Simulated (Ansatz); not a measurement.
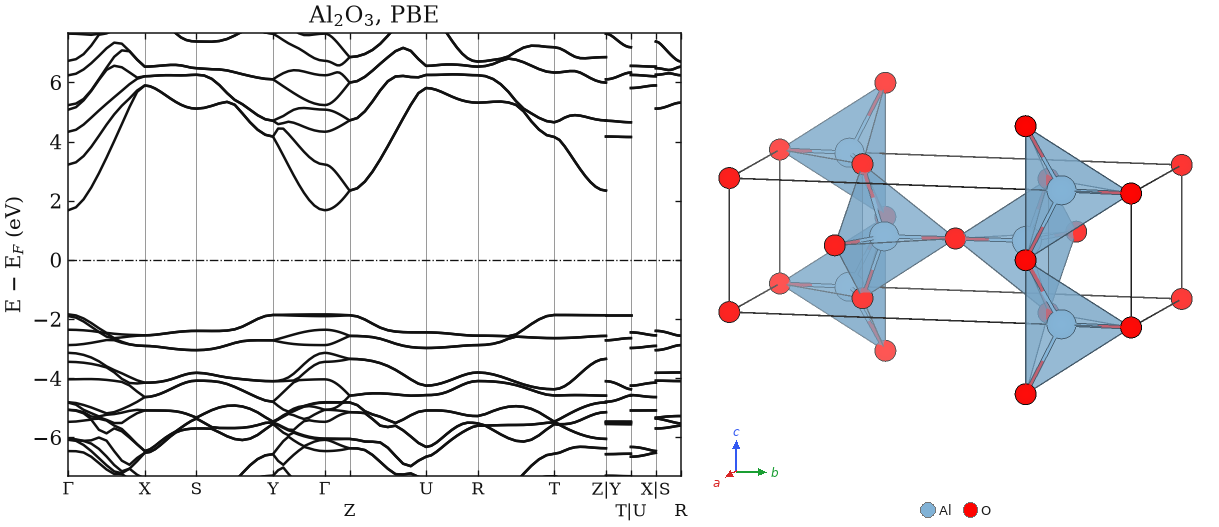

Band structure, beside the structure. Energies are counted from the Fermi level.

The Ansatz input:

```yaml
crystal:
  lattice:
    - [4.613777, 0.0, 0.0]
    - [0.0, 9.563279, 0.0]
    - [0.0, 0.0, 3.119862]
  atoms:
    - { symbol: Al, position: [0.982975, 0.824573, 0.0] }
    - { symbol: Al, position: [0.017025, 0.175427, 0.0] }
    - { symbol: Al, position: [0.482975, 0.675427, 0.5] }
    - { symbol: Al, position: [0.517025, 0.324573, 0.5] }
    - { symbol: O, position: [0.5, 0.5, 0.5] }
    - { symbol: O, position: [0.123635, 0.75305, 0.5] }
    - { symbol: O, position: [0.376365, 0.25305, 0.0] }
    - { symbol: O, position: [0.623635, 0.74695, 0.0] }
    - { symbol: O, position: [0.0, 0.0, 0.0] }
    - { symbol: O, position: [0.876365, 0.24695, 0.5] }
hamiltonian:
  xc: pbe
  pseudopotentials: { kind: paw }
kpoints:
  mp_grid: { grid: [6, 3, 9] }
  band_path:
    path:
      - [[0.0, 0.0, 0.0], [0.0, 0.0, 0.5], [0.5, 0.0, 0.5], [0.5, 0.0, 0.0], [0.0, 0.0, 0.0], [0.0, 0.5, 0.0], [0.0, 0.5, 0.5], [0.5, 0.5, 0.5], [0.5, 0.5, 0.0], [0.0, 0.5, 0.0]]
      - [[0.5, 0.0, 0.0], [0.5, 0.5, 0.0]]
      - [[0.0, 0.5, 0.5], [0.0, 0.0, 0.5]]
      - [[0.5, 0.0, 0.5], [0.5, 0.5, 0.5]]
    npoints: 10
scf:
  occupations: { method: fermi_dirac, width: 0.05 }
  n_extra_bands: 25
output:
  forces: true
  stress: true
  eigenvalues: true
  fatbands: false
```

System: Al$_{2}$O$_{3}$, space group Pnnm (No. 58), 10 atoms in the cell.

Method: PBE, Ansatz PAW, no spin polarisation, no spin-orbit coupling, 6×3×9 k mesh, 420 eV cutoff, Fermi-Dirac smearing of 0.05 eV (Ansatz 0.2.0).

> Metal, semiconductor or insulator, and what is the gap?

The material is gapped. The gap along this path is 3.52 eV and direct: both edges lie at Γ. At Y the top valence band lies only 0.02 eV lower.

LDA, GGA and most meta-GGA functionals understate gaps. The usual form of Al2O3 is corundum. In reduced coordinates of the cell that was run, X is (0, 0, 0.5), S is (0.5, 0, 0.5), Y is (0.5, 0, 0), Z is (0, 0.5, 0), U is (0, 0.5, 0.5), R is (0.5, 0.5, 0.5) and T is (0.5, 0.5, 0).
